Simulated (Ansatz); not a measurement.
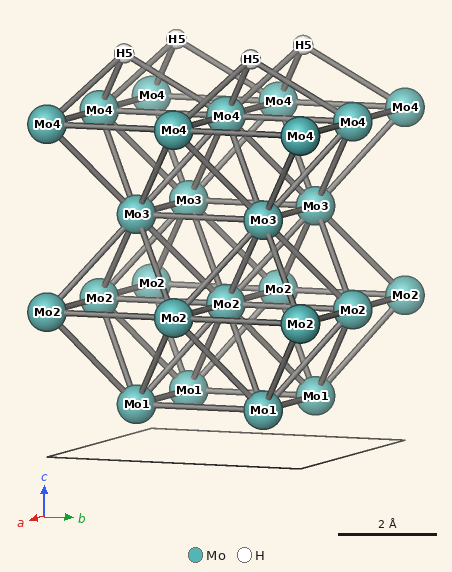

This is the input geometry for a constrained relaxation of a slab of composition Mo4H (cut from the Fm-3m phase). A ball-and-stick model of the 2 × 2 repeat of the cell, outlined in the plane, without the vacuum, seen slightly off an axis.

Case: H over the place (1/3, 1/3) of the surface cell, its height relaxed. The slab is the (1 0 0) face of Mo with H on it. 4 atoms are held fixed.

These are results of DFT PBEsol, scalar-relativistic, plane waves, PAW (Ansatz 0.2.0), not measurements.

Input
```yaml
crystal:
  lattice:
    - [2.8007049267, 0.0, 0.0]
    - [0.0, 2.8007049267, 0.0]
    - [0.0, 0.0, 24.9411923373]
  atoms:
    - { symbol: Mo, position: [0.5, 0.5, 0.34080167] }
    - { symbol: Mo, position: [0.0, 0.0, 0.4202043472] }
    - { symbol: Mo, position: [0.5, 0.5, 0.4974210122] }
    - { symbol: Mo, position: [0.0, 0.0, 0.5751683665] }
    - { symbol: H, position: [0.3333333333, 0.3333333333, 0.6272909749] }
basis:
  ecutwfc: 420
kpoints:
  mp_grid: { grid: [10, 10, 1] }
hamiltonian:
  xc: pbesol
scf:
  occupations: { method: gaussian, width: 0.1 }
output:
  forces: true
  eigenvalues: true
relax:
  adjacent_minimum: "off"
  f_tol: 0.02
  max_steps: 25
  constraints: [{ sites: [0, 1, 2, 3] }, { site: 4, fix: xy }]
efield:
  axis: 3
  dipole_correction: true
```

What does the optimiser find from here?

Answer. The energy falls by 28.3 meV per cell of the calculation in 3 geometry steps. The largest force component goes from 0.51 to 0.00037 eV/Å. The atom that moves furthest is H5 (0.11 Å along the normal (−c)). Mo stays in place. The cell doesn't change. Some distances before and after: Mo4–H5 1.853 → 1.779 Å, Mo4–H5 (another image) 2.459 → 2.404 Å. The run took about 70 core-seconds on a shared host.

After the run, drawn alike:

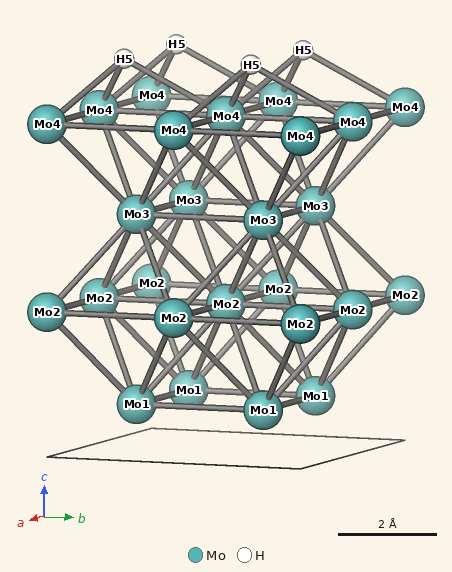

Limits of the set-up: the periodic images lie only 2.8 Å apart, so the values are limited by the cell's size.
